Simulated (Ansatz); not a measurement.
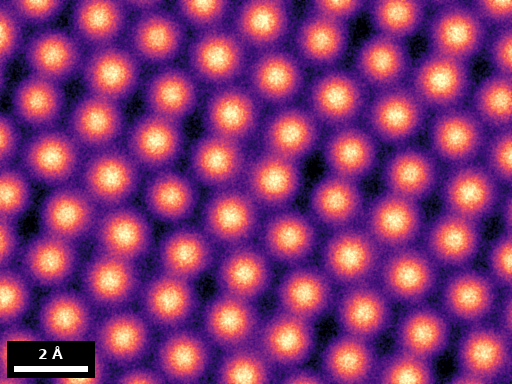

Dark-field STEM-like image of Mo (P6/mmm, No. 191) along [102]. Simulated incoherent Z contrast: every atom adds Z^1.7 spread by a probe of 0.88 Å full width; channelling and multiple scattering are left out. The probe carries 15 % of its weight in a tail 2.5 times as wide. The display is stretched by a gamma of 0.8; percentages refer to the linear signal. Shot noise and the speckle of an amorphous layer were added. Model: coordinates from a relaxation with Ansatz, DFT r2SCAN, scalar-relativistic, plane waves, PAW; the starting structure was generated, so it need not be a known form of this composition.

> Describe what the image shows.

The columns repeat on a rectangular net of 1.72 × 4.03 Å (plane group p2mm). All columns are alike (Mo). The shortest distance between visible columns is 1.34 Å in projection. Along the beam the structure repeats every 6.90 Å.
